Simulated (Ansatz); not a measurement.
**What a change does: band-structure calculation on SnTe**

System: SnTe (Fm-3m, 2 atoms in the cell).
Method of the first run: DFT, LDA, plane waves, PAW, no spin polarisation (Ansatz 0.2.0).

The structure derives from an entry of the Crystallography Open Database. The geometry comes from this level: r2SCAN. Text and figures count atoms from 1; the logs count them from 0 in places.

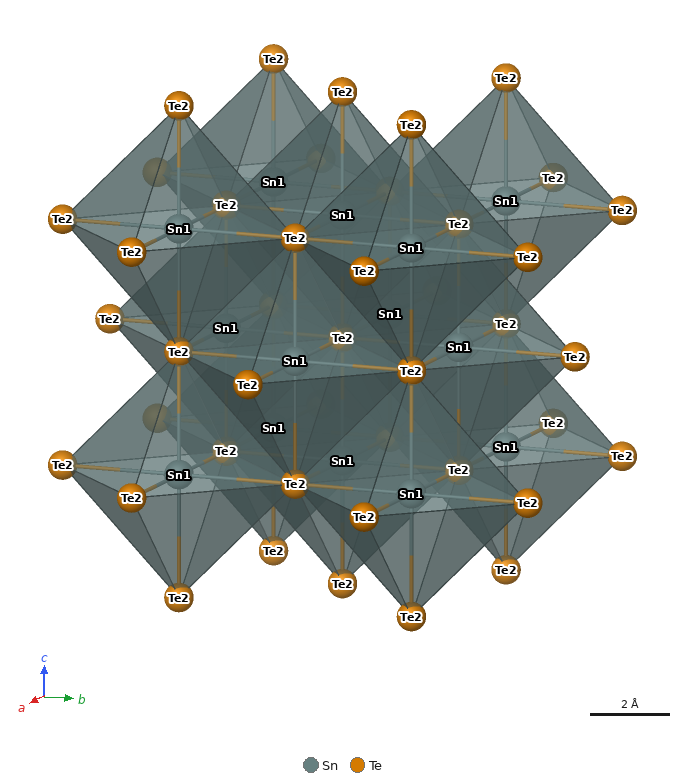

The structure as given in the input (polyhedral view of the cell 4 times as large as that of the calculation, set on its symmetry axes, seen slightly off an axis; polyhedra are completed across the faces of the cell; atoms are numbered from 1 in the order of the input).

Input, the first run:
```yaml
crystal:
  lattice:
    - [0.0, 3.189354573, 3.189354573]
    - [3.189354573, 0.0, 3.189354573]
    - [3.189354573, 3.189354573, 0.0]
  atoms:
    - { symbol: Sn, position: [0.0, 0.0, 0.0] }
    - { symbol: Te, position: [0.5, 0.5, 0.5] }
kpoints:
  mp_grid: { grid: [8, 8, 8] }
  band_path:
    path:
      - [0.0, 0.0, 0.0]
      - [0.5, 0.0, 0.5]
      - [0.625, 0.25, 0.625]
      - [0.375, 0.375, 0.75]
      - [0.5, 0.5, 0.5]
      - [0.5, 0.25, 0.75]
    npoints: 1
hamiltonian:
  xc: lda
scf:
  occupations: { method: fermi_dirac, width: 0.02 }
  n_extra_bands: 4
output:
  forces: true
  stress: true
  eigenvalues: true
```

Command:
```bash
ansatz run input.yaml --threads 2 --pin off --max-ram 4608MiB --backend cpu --events-out ev --progress --plain --runs-dir out
```

Hardware: 2 threads of Arm Neoverse V2, 24 GiB of memory available, shared host.

Output, shortened to warnings, some set-up lines, iterations and results (the first run):
```
Basis set: ecut = 420 eV, 1243 PW (Γ)
Symmetry: 48 space group operations
k-points: 29 of 512
Initial density: superposition of atomic densities (neutral atoms: chi_scale 0, normalization atom), corrected by the library's trained network
[...]
SCF iter   1: F=—  HF=-12707.239467 eV  |F-HF|=—  |Δ(HF+E_count)|=         —  Δρ=5.14e-3  dr2=7.25e-3  ethr=1.77e-3  ⟨swp⟩=6.4  Hψ=2922  notcnv=0
SCF iter   2: F=—  HF=-12707.234566 eV  |F-HF|=—  |Δ(HF+E_count)|=   4.90e-3  Δρ=2.64e-3  dr2=2.04e-3  ethr=2.42e-5  ⟨swp⟩=2.1  Hψ=1162  notcnv=0
SCF iter   3: F=—  HF=-12707.233859 eV  |F-HF|=—  |Δ(HF+E_count)|=   7.07e-4  Δρ=4.02e-4  dr2=1.37e-4  ethr=6.79e-6  ⟨swp⟩=2.6  Hψ=1010  notcnv=0
SCF iter   4: F=—  HF=-12707.233826 eV  |F-HF|=—  |Δ(HF+E_count)|=   3.30e-5  Δρ=2.10e-4  dr2=1.91e-5  ethr=4.58e-7  ⟨swp⟩=2.0  Hψ=987  notcnv=0
SCF iter   5: F=—  HF=-12707.233802 eV  |F-HF|=—  |Δ(HF+E_count)|=   2.39e-5  Δρ=2.87e-5  dr2=7.54e-7  ethr=6.35e-8  ⟨swp⟩=2.0  Hψ=987  notcnv=0
SCF iter   6: F=—  HF=-12707.233802 eV  |F-HF|=—  |Δ(HF+E_count)|=   2.37e-7  Δρ=1.96e-5  dr2=3.34e-7  ethr=3.33e-10  ⟨swp⟩=6.5  Hψ=2595  notcnv=0
SCF iter   7: F=-12707.233802 eV  HF=-12707.233802 eV  |F-HF|=3.24e-9  |Δ(HF+E_count)|=   1.73e-7  Δρ=3.54e-6  dr2=1.50e-8  ethr=3.33e-10  ⟨swp⟩=3.1  Hψ=2320  notcnv=0
SCF 1 converged in 7 iterations: F = -12707.233802 eV  dr2 = 1.50e-8
NSCF: frozen V_eff on 6 k-points
SCF converged after 7 iterations
Free energy (F): -12707.233802 eV
Harris-Foulkes:  -12707.233802 eV  (|F-HF|=3.24e-9)
Internal energy: -12707.233371 eV  (E = F + TS)
E sigma→0 (E₀):  -12707.233586 eV
Entropy (-TS):   -0.000431 eV (-0.216 meV/atom)
Fermi energy:    8.769029 eV
--- Per-component energies (eV) ---
  E_band       = -375.254861
  E_kinetic    = 367.449444
  E_local      = -2221.517380  (includes V_loc(G=0)·N_el)
  E_nonlocal   = -333.267996
  E_hartree    = 1374.090344
  E_xc         = -503.251250
  E_vxc        = -203.644447  (∫ρ·V_xc dr)
  E_paw        = -8501.668334  (= ΣΔE_a)
  E_vpaw       = -732.450378  (= ΣTr[D̂ρ^β])
  E_aug_tail   = -0.000217  (compensation charges beyond the density's cutoff)
  E_ewald      = -2890.171541
  E_core_change = 1.103559  (= ΣΔE_core)
  E_smearing   = -0.000431  (= −TS)
  E_closure    = -0.000000  (closes the sum)
  Σ components = -12707.233802   (vs F -12707.233802, Δ=0.00e0)
--- Forces (eV/Å), atoms counted from 1 ---
  atom   1  Sn     0.00000000     0.00000000     0.00000000
  atom   2  Te     0.00000000     0.00000000     0.00000000
  max |Σ_I F_I| component: 1.95e-29 eV/Å
--- Stress (GPa, compression-positive) ---
       -2.934715       0.000000      -0.000000
        0.000000      -2.934715       0.000000
        0.000000      -0.000000      -2.934715
  P = ⅓ Tr σ = -2.9347 GPa (-29.347 kbar)
```

For the second run the input was changed thus:
```diff
-  xc: lda
+  xc: r2scan
```

Predict how the results change.

The total energies belong to different methods, so their difference says nothing on which is more stable or more accurate. A gap of 0.15 eV opens on the mesh, where the first run has none. The pressure goes from −2.93 to −0.10 GPa. The functional changes from LDA to r2SCAN. The SCF takes 6 iterations against 7. The default cutoff goes from 420 to 500 eV with the change. The plane waves at Γ go from 1243 to 1639.

Output, shortened to warnings, some set-up lines, iterations and results (the second run):
```
Basis set: ecut = 500 eV, 1639 PW (Γ), exchange–correlation on 144×144×144 points (64 copies of the dense FFT grid, shifted against one another)
Symmetry: 48 space group operations
k-points: 29 of 512
Initial density: superposition of atomic densities (neutral atoms: chi_scale 0, normalization atom), corrected by the library's trained network
[...]
SCF iter   1: F=—  HF=-13033.976276 eV  |F-HF|=—  |Δ(HF+E_count)|=         —  Δρ=3.46e-3  dr2=5.54e-3  dr2_τ=5.71e-4  ethr=1.77e-3  ⟨swp⟩=6.5  Hψ=2961  notcnv=0
SCF iter   2: F=—  HF=-13033.984092 eV  |F-HF|=—  |Δ(HF+E_count)|=   7.82e-3  Δρ=1.31e-3  dr2=8.21e-4  dr2_τ=3.12e-5  ethr=1.85e-5  ⟨swp⟩=2.3  Hψ=1205  notcnv=0
SCF iter   3: F=—  HF=-13033.984402 eV  |F-HF|=—  |Δ(HF+E_count)|=   3.10e-4  Δρ=4.27e-4  dr2=5.69e-5  dr2_τ=3.84e-6  ethr=2.74e-6  ⟨swp⟩=2.0  Hψ=1093  notcnv=0
SCF iter   4: F=—  HF=-13033.984415 eV  |F-HF|=—  |Δ(HF+E_count)|=   1.35e-5  Δρ=1.09e-4  dr2=2.91e-6  dr2_τ=9.41e-8  ethr=1.90e-7  ⟨swp⟩=2.0  Hψ=836  notcnv=0
SCF iter   5: F=—  HF=-13033.984418 eV  |F-HF|=—  |Δ(HF+E_count)|=   2.82e-6  Δρ=2.48e-5  dr2=9.43e-7  dr2_τ=3.05e-9  ethr=9.70e-9  ⟨swp⟩=2.0  Hψ=987  notcnv=0
SCF iter   6: F=-13033.984418 eV  HF=-13033.984418 eV  |F-HF|=2.13e-8  |Δ(HF+E_count)|=   3.25e-7  Δρ=7.42e-6  dr2=4.35e-8  dr2_τ=3.66e-10  ethr=3.33e-10  ⟨swp⟩=4.8  Hψ=3004  …
SCF 1 converged in 6 iterations: F = -13033.984418 eV  dr2 = 4.35e-8
NSCF: frozen V_eff on 6 k-points
SCF converged after 6 iterations
Free energy (F): -13033.984418 eV
Harris-Foulkes:  -13033.984418 eV  (|F-HF|=2.13e-8)
Internal energy: -13033.984343 eV  (E = F + TS)
E sigma→0 (E₀):  -13033.984380 eV
Entropy (-TS):   -0.000075 eV (-0.037 meV/atom)
Fermi energy:    9.262137 eV
--- Per-component energies (eV) ---
  E_band       = -389.024571
  E_kinetic    = 364.716105
  E_local      = -2209.043490  (includes V_loc(G=0)·N_el)
  E_nonlocal   = -343.700429
  E_hartree    = 1375.862941
  E_xc         = -490.613937
  E_vxc        = -216.645294  (∫ρ·V_xc dr)
  E_paw        = -8842.054131  (= ΣΔE_a)
  E_vpaw       = -749.461503  (= ΣTr[D̂ρ^β])
  E_aug_tail   = -0.000037  (compensation charges beyond the density's cutoff)
  E_vtau       = 13.379196  (kinetic-family band-sum trace: ∫τ·v_τ [+ j·A + Jᵃ·Aᵃ] dr)
  E_ewald      = -2890.171541
  E_core_change = 1.020175  (= ΣΔE_core)
  E_smearing   = -0.000075  (= −TS)
  E_closure    = 0.000000  (closes the sum)
  Σ components = -13033.984418   (vs F -13033.984418, Δ=0.00e0)
--- Forces (eV/Å), atoms counted from 1 ---
  atom   1  Sn    -0.00000000    -0.00000000     0.00000000
  atom   2  Te     0.00000000    -0.00000000    -0.00000000
  max |Σ_I F_I| component: 1.96e-29 eV/Å
--- Stress (GPa, compression-positive) ---
       -0.095735       0.000000      -0.000000
        0.000000      -0.095735       0.000000
       -0.000000       0.000000      -0.095735
  P = ⅓ Tr σ = -0.0957 GPa (-0.957 kbar)
```

The two runs side by side:

| quantity | the first run | the second run |
| --- | --- | --- |
| outcome | converged | converged |
| free energy per atom (eV) | −6353.6169 | −6516.9922 |
| gap on the mesh (eV) | 0.00 | 0.15 |
| pressure (GPa) | −2.93 | −0.10 |
| largest force (eV/Å) | 0.000 | 0.000 |
| SCF iterations | 7 | 6 |
| irreducible k-points | 29 | 29 |
| plane waves at Γ | 1243 | 1639 |
| wall time (shared host) | 1.5 s | 3.8 s |
